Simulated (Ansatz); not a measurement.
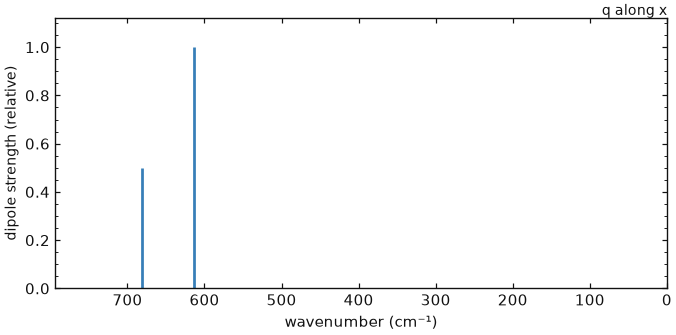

The plot gives the computed polar optical modes, transverse and longitudinal, approaching the zone centre along x for Li₂S, space group Fm-3m (No. 225). The spectrum is scaled to its strongest line.

Structure:
```yaml
crystal:
  lattice:
    - [0.00000, 2.47178, 2.47178]
    - [2.47178, 0.00000, 2.47178]
    - [2.47178, 2.47178, 0.00000]
  atoms:
    - { symbol: Li, position: [0.25000, 0.25000, 0.25000] }
    - { symbol: Li, position: [0.75000, 0.75000, 0.75000] }
    - { symbol: S, position: [0.00000, 0.00000, 0.00000] }
```

Computed with Ansatz 0.2.0: optical phonons of an insulator on the approach to the zone centre along x, y and z with the field of polar modes, imaginary frequencies are negative, field response on a mesh refined by the program; plane waves with PAW datasets. Level: PBE, no spin polarisation.

- wave cutoff: 420 eV
- k mesh: 8×8×8
- occupations: fixed
- pressure: 40 GPa

Question: Which of the stronger lines are transverse and which longitudinal?

Answer: The transverse (TO, twofold) lines lie at 613.6 and the longitudinal (LO) ones at 681.7 cm⁻¹, the same along x, y and z by the cubic symmetry.
